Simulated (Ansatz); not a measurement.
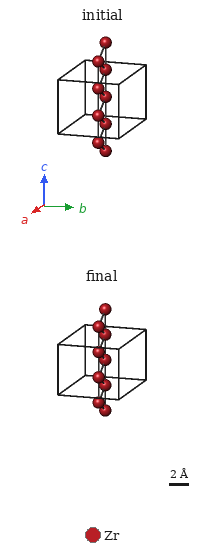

The structure of a wire of composition Zr before (top) and after (bottom) a relaxation, at one scale.

A ball-and-stick model of the 2 repeat of the cell, with the vacuum cut short, seen slightly off an axis.

Case: strip chain of atoms.

These are results of DFT PBE, scalar-relativistic, plane waves, PAW (Ansatz 0.2.0), not measurements.

Input file:
```yaml
crystal:
  lattice:
    - [11.6, 0.0, 0.0]
    - [0.0, 9.3, 0.0]
    - [0.0, 0.0, 3.0538900196]
  atoms:
    - { symbol: Zr, position: [0.3882359703, 0.5, 0.0], spin: 1.5 }
    - { symbol: Zr, position: [0.6117640297, 0.5, 0.5], spin: 1.5 }
basis:
  ecutwfc: 420
kpoints:
  mp_grid: { grid: [1, 1, 21] }
hamiltonian:
  xc: pbe
scf:
  occupations: { method: gaussian, width: 0.05 }
output:
  forces: true
  stress: true
  eigenvalues: true
  populations: true
  write_density: true
  write_potential: true
  elf: true
  volumetric_format: npy
magnetization:
  spin_polarized: true
relax:
  adjacent_minimum: "off"
  f_tol: 0.01
  max_steps: 45
  cell: { fix: [a, b, alpha, beta, gamma], stress_tol: 0.03 }
```

Command:
```bash
ansatz run input.yaml --threads 2 --pin off --max-ram 5120MiB --backend cpu --events-out ev --progress --plain --runs-dir out
```

**Describe what moved and what it gained.**

The largest moves relative to the layer's centre, 0.14 Å, are those of Zr1 and Zr2. Along the periodic axis the drawn cell goes c 6.108 → 5.698 Å (−6.7 %). Near-neighbour distances that change, for instance: Zr1–Zr2 3.009 → 2.725 Å, Zr1–Zr1 3.054 → 2.849 Å. Among the angles between lasting bonds that change: Zr2–Zr1–Zr2 61.0° → 63.0°. After 5 accepted moves (6 points after the start) the energy has fallen by 0.493 eV per cell of the calculation. Largest force component: 2.1 eV/Å at the start, 0.0042 eV/Å at the end. The SCF was repeated once at an unchanged geometry on a basis and grid sized afresh for the cell, which shifted the energy by 0.3 meV per cell of the calculation at most. The program noted that the starting moments weren't kept.

Limits of the set-up: the k-point mesh is coarse for a cell with partly filled bands.
